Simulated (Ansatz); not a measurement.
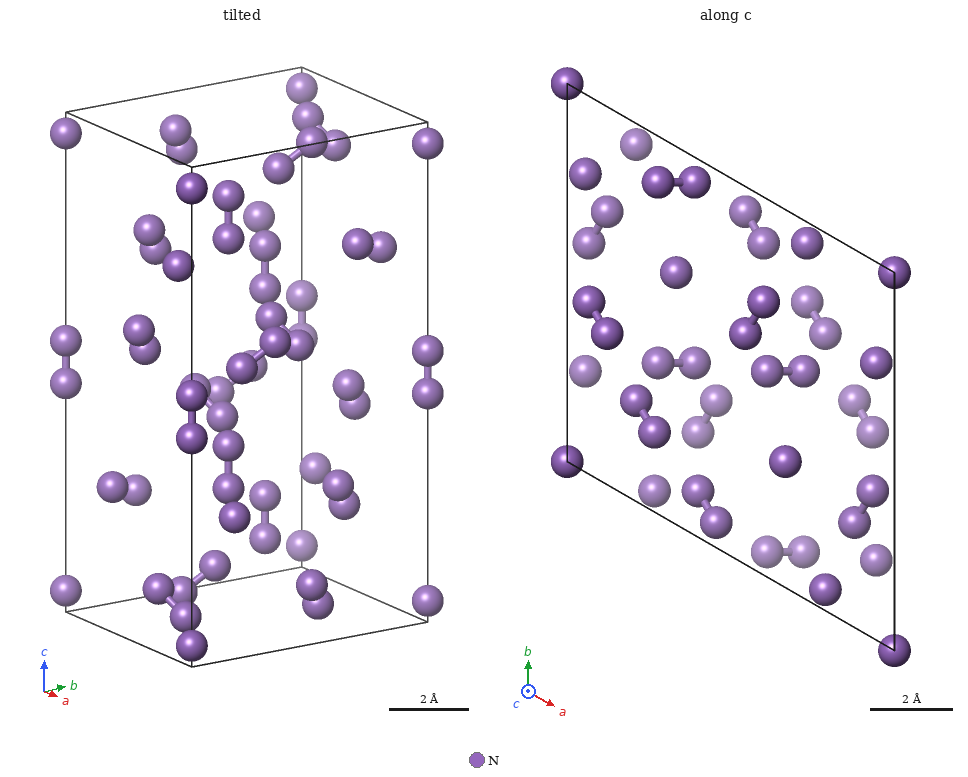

Shown here is a ball-and-stick view of the crystal, taken slightly off an axis and along the c axis. Atoms at the boundary of the conventional unit cell (the box) are drawn once for each face, edge or corner they touch.

N, space group R-3c (No. 167), a = 9.322 Å, b = 9.322 Å, c = 12.845 Å, α = 90.00°, β = 90.00°, γ = 120.00°. Its origin is a structure listed in the Materials Project. Earlier steps of the study may have refined or changed the cell and positions. It went into a calculation with Ansatz.

This one geometry was computed with Ansatz (DFT, plane waves, PAW) at four levels of theory: r2SCAN, PBE0, HSE06 and PBE.

Which level gives the highest pressure at this volume, and what does that say about its equilibrium volume?

Answer. Highest: PBE (2.7 GPa), which points to the largest equilibrium volume. Lowest, with the smallest volume: PBE0 (-0.3 GPa) and HSE06 (-0.2 GPa). Levels within 0.5 GPa of each other can't be told apart.

How does the band gap change with the level of theory?

Answer. PBE: a gap of 7.29 eV, indirect; r2SCAN: a gap of 7.95 eV, indirect; HSE06: a gap of 9.62 eV, indirect; PBE0: a gap of 10.43 eV, indirect.

Collect the results in a table.

Answer.
| level | cutoff (eV) | k-mesh of the run's cell | gap (eV) | pressure (GPa) |
| --- | --- | --- | --- | --- |
| r2SCAN | 500 | 4×4×4 | 7.95 | 0.3 |
| PBE0 | 420 | 2×2×2 | 10.43 | -0.3 |
| HSE06 | 420 | 2×2×2 | 9.62 | -0.2 |
| PBE | 420 | 4×4×4 | 7.29 | 2.7 |

Gaps are taken on the k-mesh or band path of each run.
